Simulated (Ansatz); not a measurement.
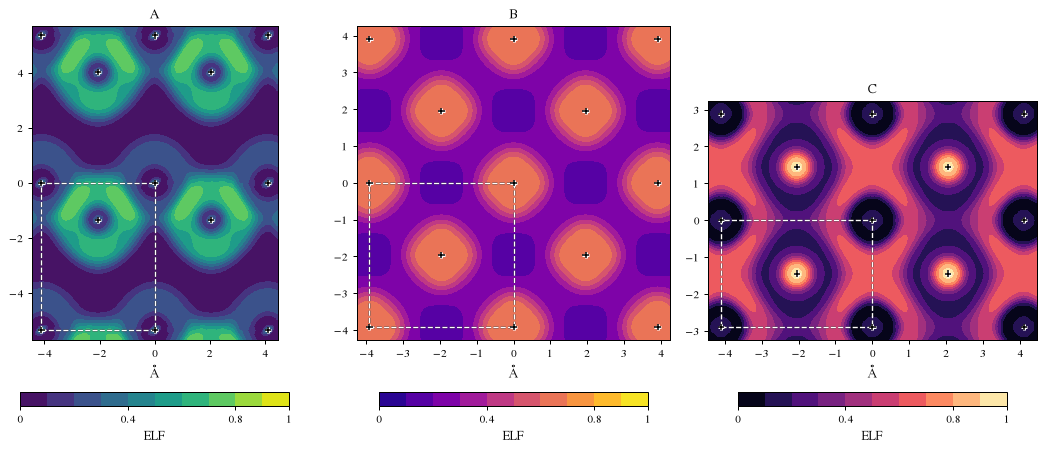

The electron localisation function of 3 systems, each on a plane through atoms (crosses mark nuclei in the plane).

The calculation used Ansatz, DFT r2SCAN, scalar-relativistic, plane waves, PAW.

System 1: GaAs, the (100) plane of the conventional cell. Space group I-4m2.

```yaml
crystal:
  lattice:
    - [2.90652, -2.90652, 0.00000]
    - [2.90652, 2.90652, 0.00000]
    - [0.00000, 0.00000, 5.34800]
  atoms:
    - { symbol: Ga, position: [0.00000, 0.00000, 0.00000] }
    - { symbol: Ga, position: [0.50000, 0.50000, 0.50000] }
    - { symbol: As, position: [0.50000, 0.00000, 0.25000] }
    - { symbol: As, position: [0.00000, 0.50000, 0.75000] }
```

System 2: Pt, the (001) plane of the conventional cell. Space group Fm-3m; computed pressure about 5 GPa in this cell.

```
Pt
1.0
     3.91580    0.00000    0.00000
     0.00000    3.91580    0.00000
     0.00000    0.00000    3.91580
Pt
4
Direct
  0.00000 0.00000 0.00000
  0.50000 0.50000 0.00000
  0.50000 0.00000 0.50000
  0.00000 0.50000 0.50000
```

System 3: Al$_{2}$Cu, the (100) plane of the conventional cell. Space group P4/mmm; a structure from a database of computed crystals, not necessarily the ambient phase; computed pressure about −2 GPa in this cell; computed without spin polarisation.

### Which map belongs to which system?

Panel A is system 1, GaAs: the plane holds Ga and As. Ga–As (2.45 Å): the ELF peaks at about 0.80 between the atoms; a shared electron pair. Panel B is system 2, Pt: the plane holds Pt. Pt–Pt (2.77 Å): the ELF is about 0.30 at the midpoint: no localised pair shows between them. Panel C is system 3, Al$_{2}$Cu: the plane holds Al and Cu. Al–Cu (2.51 Å): the ELF peaks at about 0.65 between the atoms.
